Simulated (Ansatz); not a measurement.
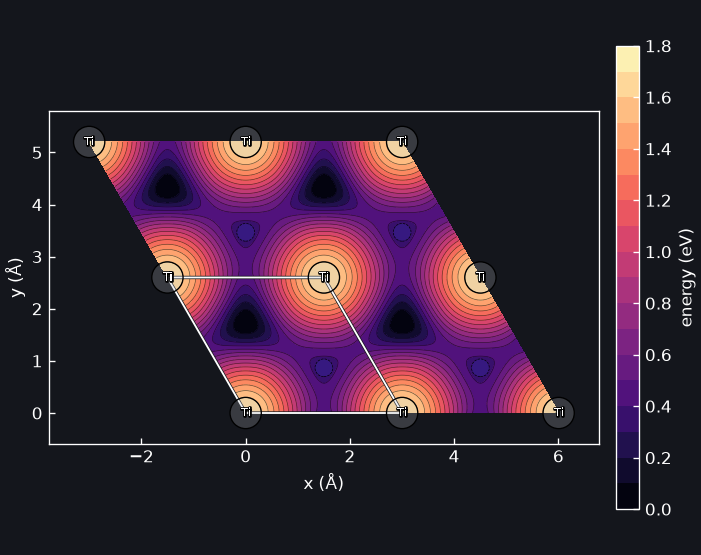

Energy landscape of H on a TiN(111) slab cut from the Fm-3m phase, its upper half relaxed before the scan (6 atoms of substrate and one adsorbate in a 1 × 1 cell). H is moved over the surface cell; relaxed at each place: the height of the adsorbate's atoms; substrate rigid; the origin of the map has the adsorbate above Ti6. Places are given modulo a cell vector. The map is drawn in real space over the plane of the surface. The grid has 6 × 6 points; 10 points were computed and 26 follow by symmetry. Energies are in eV, from the lowest grid point. With one adsorbate in each 1 × 1 cell, its nearest image is 3.0 Å away, so neighbouring adsorbates interact. All numbers below come from Ansatz, DFT PBE, scalar-relativistic, plane waves, PAW. Settings: cutoff 420 eV, k-mesh 9×9×1, gaussian smearing 0.1 eV, no spin polarisation.

Drawn: filled contours, labelled circles for the atoms of the top layer and small ones for the second layer, the outline of one cell of the 2 × 2 shown. Between grid points the surface is interpolated. 

**What does the map say about the system?**

The lowest grid point is at a threefold hollow over a third-layer Ti atom, (2/6, 4/6) of the cell vectors. There is a further well near a threefold hollow over a second-layer N atom, (4/6, 2/6) of the cell vectors (0.35 eV above the lowest at that grid point). The highest grid point, the top site over a surface Ti atom, (0/6, 0/6) of the cell vectors, lies 1.70 eV above the lowest. On the interpolated surface the easiest way out of the lowest well to the well at a threefold hollow over a second-layer N atom, (4/6, 2/6) of the cell vectors passes a barrier of about 0.46 eV. At the lowest point the adsorbate has 3 Ti at 1.99 Å as nearest neighbours, at the highest 1 Ti at 1.73 Å. Its relaxed height above the top atom is 0.98 Å at the lowest and 1.73 Å at the highest point.

Grid values (eV):

```tsv
second ↓, first →	0/6	1/6	2/6	3/6	4/6	5/6
5/6	1.44	1.02	0.39	0.39	1.02	1.44
4/6	0.88	0.39	0.00	0.39	0.88	1.05
3/6	0.44	0.39	0.39	0.44	0.54	0.54
2/6	0.88	1.02	0.88	0.54	0.35	0.54
1/6	1.44	1.44	1.05	0.54	0.54	1.05
0/6	1.70	1.44	0.88	0.44	0.88	1.44
```

The input of one point:

```yaml
crystal:
  lattice:
    - [3.0028555063, 0.0, 0.0]
    - [-1.5014277532, 2.6005491524, 0.0]
    - [0.0, 0.0, 21.5541471692]
  atoms:
    - { symbol: "N", position: [0.3333333333, 0.6666666667, 0.1855791356] }
    - { symbol: Ti, position: [0.6666666667, 0.3333333333, 0.2424549943] }
    - { symbol: "N", position: [0.0, 0.0, 0.2993308528] }
    - { symbol: Ti, position: [0.3333333333, 0.6666666667, 0.357509783] }
    - { symbol: "N", position: [0.6666666667, 0.3333333333, 0.4147299344] }
    - { symbol: Ti, position: [0.0, 0.0, 0.4664599852] }
    - { symbol: H, position: [0.3333333333, 0.6666666667, 0.4951289648] }
basis:
  ecutwfc: 420
kpoints:
  mp_grid: { grid: [9, 9, 1] }
hamiltonian:
  xc: pbe
  pseudopotentials: { kind: paw, azcp: { folder: soft_1 } }
scf:
  occupations: { method: gaussian, width: 0.1 }
output:
  forces: true
  eigenvalues: true
relax:
  adjacent_minimum: "off"
  f_tol: 0.025
  max_steps: 16
  constraints: [{ sites: [0, 1, 2, 3, 4, 5] }, { sites: [6], fix: xy }]
efield:
  axis: 3
  dipole_correction: true
  ramp_width: 0.04
```

Each point was launched as `ansatz run input.yaml --threads 2 --pin off --max-ram 6144MiB --backend cpu --events-out ev --progress --plain --runs-dir out`. The whole map (10 points run) took 5 min on 2 threads of Intel(R) Xeon(R) Platinum 8259CL CPU @ 2.50GHz (Skylake/Cascade Lake), with other jobs on the host.
